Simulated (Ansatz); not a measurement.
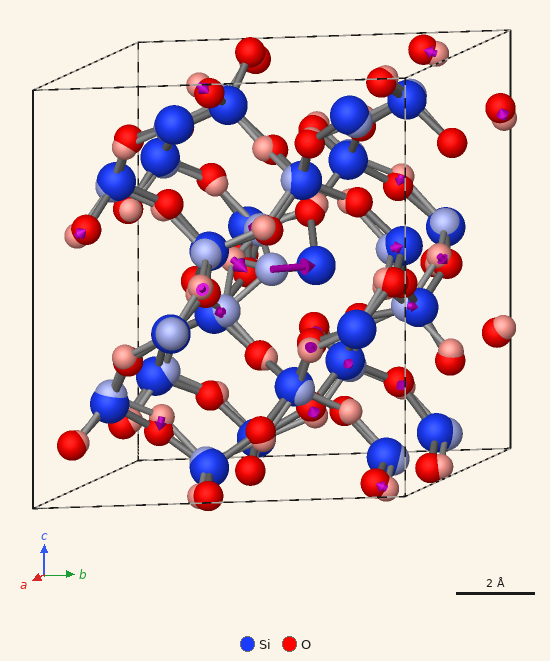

This is a relaxation of a defect cell of composition Si$_{25}$O$_{48}$ (cell charge +2). The starting structure is drawn faded, the final one solid; purple arrows show the displacements, at their true length.

Style: ball-and-stick. Shown: the cell of the calculation (origin shifted), slightly off an axis.

Level of theory: Ansatz 0.2.0, DFT, PBEsol, PAW, plane waves. Settings: plane-wave cutoff 420 eV; k-point mesh 1 × 1 × 1; mesh shifted by (0.25, 0.25, 0.25); no spin polarisation; atoms relaxed in a fixed cell; force threshold 0.03 eV/Å; at most 80 steps.

### Describe the change and its energy.

After 19 geometry steps the energy has fallen by 26.868 eV per cell of the calculation. The largest force component goes from 52 to 0.024 eV/Å. The atom that moves furthest is a Si atom (1.39 Å along [−1 2 0]). By element the largest moves are Si 1.39 Å, O 0.67 Å. The cell stays as it was. Near-neighbour distances that change, for instance: O–Si 3.597 → 2.157 Å, Si–Si 1.645 → 2.944 Å, O–Si 2.377 → 3.555 Å, Si–Si 3.025 → 4.166 Å. New bonds form, among them: O–Si (3.03 → 1.99 Å). Bonds break, among them: Si–Si (1.64 → 2.94 Å). Bond angles that change, for instance: O–Si–O 146.9° → 89.2°, O–Si–O 79.9° → 107.0°, O–Si–O 82.2° → 106.0°.

Limits of the set-up: the cell is charged, on a uniform background, and energies carry no finite-size correction.
